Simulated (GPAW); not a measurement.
**BN (P6_3mc): refractive index against wavelength**

The refractive index of BN (P6_3mc) along x below the direct gap (8.31 eV on the mesh) is read from one computed spectrum, n = √(Re ε). x, y and z are the Cartesian axes of the input cell.

Cell: a, b, c = 2.536, 2.536, 4.199 Å (primitive vectors), 4 atoms.

Method: GPAW 26.7.0, PBE, RPA, k-mesh 15×15×7, local fields up to 50 eV, Lorentzian half width 0.15 eV.

Launch of the response step: `OMP_NUM_THREADS=1 python df.py`. The run took 28 s, its band step included, on 1 thread of Intel(R) Xeon(R) Platinum 8559C (Emerald Rapids), on a shared host.

```tsv
wavelength (nm)	photon energy E (eV)	n
532	2.331	2.1382
450	2.755	2.1500
405	3.061	2.1600
365	3.397	2.1725
308	4.025	2.2007
266	4.661	?
248	4.999	2.2591
```

In the single-oscillator model n² − 1 = E₀E_d/(E₀² − E²), so 1/(n² − 1) = E₀/E_d − E²/(E₀E_d) is linear in E².

Working, on the rows shown:

| x = E² (eV²) | y = 1/(n² − 1) |
| --- | --- |
| 5.43137 | 0.279963 |
| 7.59115 | 0.276052 |
| 9.37179 | 0.272807 |
| 11.5384 | 0.268835 |
| 16.2043 | 0.260208 |
| 24.9936 | 0.243692 |

Means: x̄ = 12.522, ȳ = 0.26693. Σ(x − x̄)(y − ȳ) = -0.4723, Σ(x − x̄)² = 254.6. Slope = -0.4723 / 254.6 = -0.001855; intercept = ȳ − slope · x̄ = 0.29016. Turned back into n, the line misses the rows shown by at most 0.00038.

Question: Fill in the last column of the withheld row.

Answer: At x = 21.725 the line gives y = 0.24985, that is 2.2366. The run gave 2.2365, so the interpolation is off by 0.0001, 0.1 % of the range in the table.

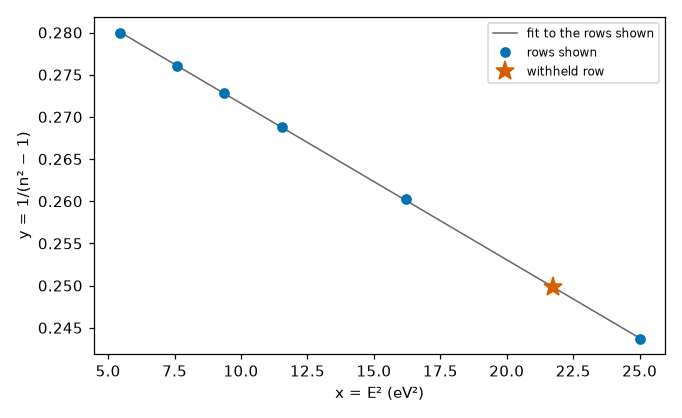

Refitted with all rows, the slope is -0.001855 and the intercept 0.29015. These give E₀ = √(intercept/−slope) = 12.51 eV and E_d = E₀/intercept = 43.1 eV; E₀ is 1.5 times the direct gap. The electronic limit at long wavelengths, without lattice vibrations, is n = √(1 + 1/intercept) = 2.109. The cell comes from an older database entry, whose edges can be off by a per cent or so. Excitons are left out; PBE gaps are as a rule too small. The values come from a sum over the points of one k-mesh and carry its error, which grows as the direct gap shrinks.

[Logs are printed without paths, hosts, clocks, repeated set-up lines and the standing remarks that a program may print on its own settings, such as how far it seeks lower states.]
